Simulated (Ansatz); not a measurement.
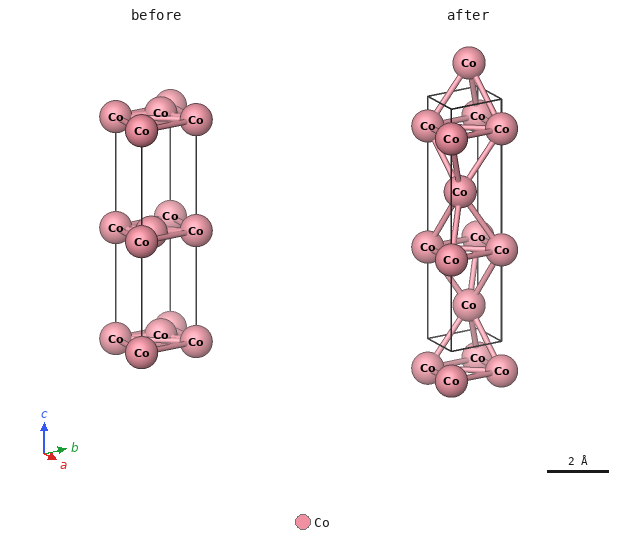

The structure of a crystal of Co (built on the C_186 type) (coarse preliminary run) before (left) and after (right) a relaxation, at one scale.

The picture is a ball-and-stick view of the cell of the calculation, seen slightly off an axis.

Case: C type (P6_3mc, No. 186).

These are results of Ansatz 0.2.0, DFT PBE, scalar-relativistic, plane waves, PAW, not measurements. (plane-wave cutoff 420 eV; k-point mesh 9 × 9 × 4; occupations gaussian; smearing width 0.1 eV; collinear spin; cell and atoms relaxed; force threshold 0.04 eV/Å; at most 70 steps)

**What changed between the two?**

After 21 accepted moves (23 points after the start) the energy has fallen by 9168 meV per atom. The largest force component goes from 0.83 to 0.0027 eV/Å. Pressure: 291.50 GPa at the start and 0.05 GPa at the end. At 2 points the geometry stayed and the basis and grid were re-selected for the new cell (energy shift of 1.6 meV per atom at most each time). The largest moves relative to the cell, 1.00 Å, are those of Co atoms. The volume changes by −8.2 %, with a = b 2.708 → 2.483 Å (−8.3 %), c 7.443 → 8.125 Å (+9.2 %). Some distances before and after: Co–Co 4.002 → 2.486 Å, Co–Co 1.564 → 2.486 Å, Co–Co 2.708 → 2.483 Å. New bonds form: Co–Co (4.00 → 2.49 Å). The space group (tolerance 0.01 Å) goes from P6_3mc (No. 186) to P6_3/mmc (No. 194).
